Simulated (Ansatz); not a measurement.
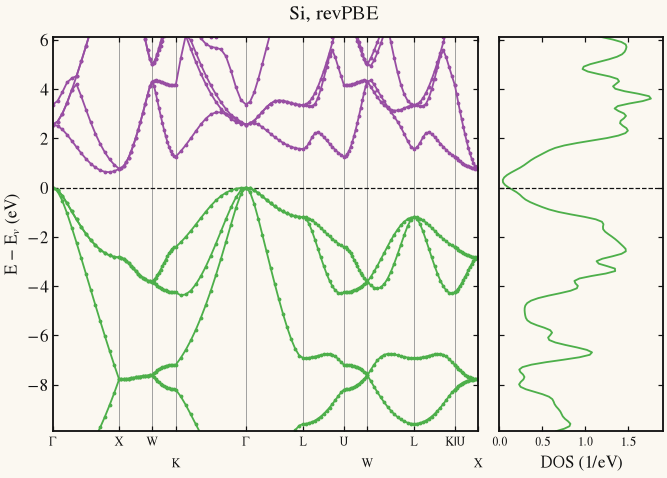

Band structure and density of states. Energies are counted from the top of the valence band. The DOS curve is built from the levels of the k mesh with Gaussians 0.55 eV wide, which also blur the band edges; ripples of that width can come from the mesh.

Question: Which Bravais lattice do the labels of the path belong to?

Answer: A face-centred cubic lattice: the path Γ–X–W–K–Γ–L–U–W–L–K|U–X runs through the special points of its Brillouin zone.

Structure: diamond-type Si, space group Fd-3m, 2 atoms in the primitive cell; cubic a = 5.444 Å.

Ansatz 0.2.0; revPBE, Ansatz PAW, no spin polarisation, no spin-orbit coupling, 8×8×8 k mesh, 420 eV cutoff, Fermi-Dirac smearing of 0.05 eV.

Question: Is there a gap? Give its size, its kind and where the band edges lie.

Answer: The material is gapped. The gap along this path is 0.63 eV and indirect, from the valence-band top at Γ to the conduction-band bottom between Γ and X; the smallest direct gap is 2.56 eV, at Γ.

Question: What are the direct gaps at X, K and L?

Answer: The direct gaps are 3.60 eV at X, 3.67 eV at K and 2.76 eV at L.

Question: How much do the top valence band and the lowest conduction band disperse along the path?

Answer: The top valence band spans 3.8 eV and the lowest conduction band 3.7 eV.

Question: How many bands meet at the valence-band top?

Answer: Three bands meet at the valence-band top at Γ: it is triply degenerate (spin aside).

The PAW data sets were made with another functional. LDA, GGA and most meta-GGA functionals understate gaps.
